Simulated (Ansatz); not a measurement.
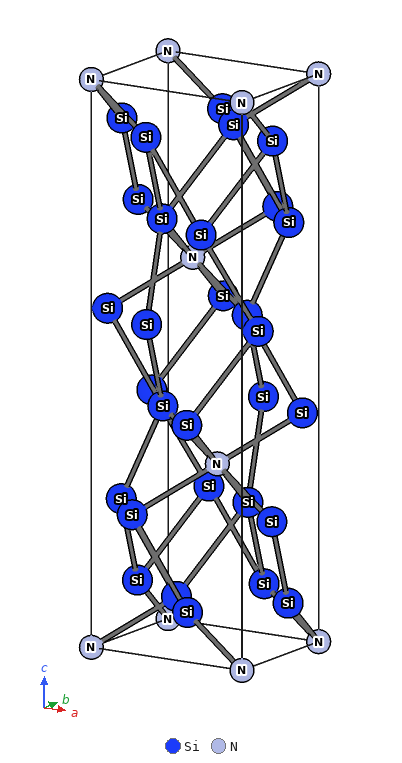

Structure drawing (ball-and-stick), viewed slightly off an axis. The conventional unit cell is drawn as a box. Cell: a = 5.01 Å, b = 5.01 Å, c = 12.42 Å, α = 90.00°, β = 90.00°, γ = 120.00°.

The structure was taken from a structure type filled with these elements by a generator (whether the compound takes this form wasn't checked). Earlier steps of the study, as a rule a relaxation of our own, may have changed the cell and positions, so they can lie some per cent off the listed ones. It was run through Ansatz as a DFT input.

Q: State composition, symmetry and coordination.

A: Formula: Si₆N. Its lattice is rhombohedral (trigonal R), its space group R-3 (No. 148). Cell content 18 Si, 3 N; Z = 3. Neighbours within bonding distance: Si 4 and N 6.

Results below were computed with DFT PBE, scalar-relativistic, plane waves, PAW (Ansatz 0.2.0); the settings were plane waves up to 420 eV, k-points about 0.13 Å⁻¹ apart, Gaussian smearing of 0.1 eV, no spin polarisation.

Q: How large a gap does the method give, if there is one?

A: A metal: bands cross the Fermi level.

Q: Predict the Bader charges.

A: Si +0.31 e; N -1.87 e.

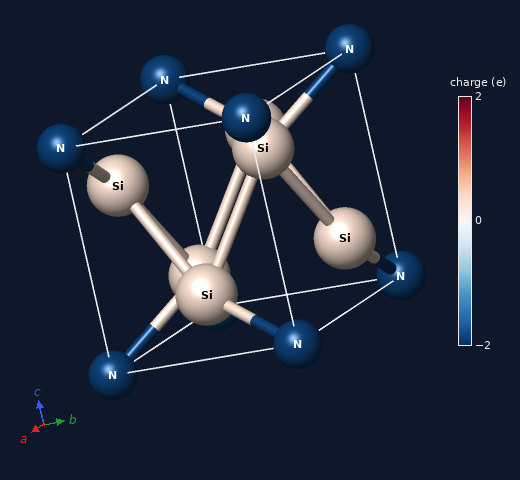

The atoms coloured by those charges. The run's cell of 7 atoms is drawn in a reduced setting, so axes and origin can differ from the first picture.

Q: Is the structure in equilibrium?

A: Yes. All forces vanish to within 0.01 eV/Å. The pressure is 0.0 GPa, close to zero.
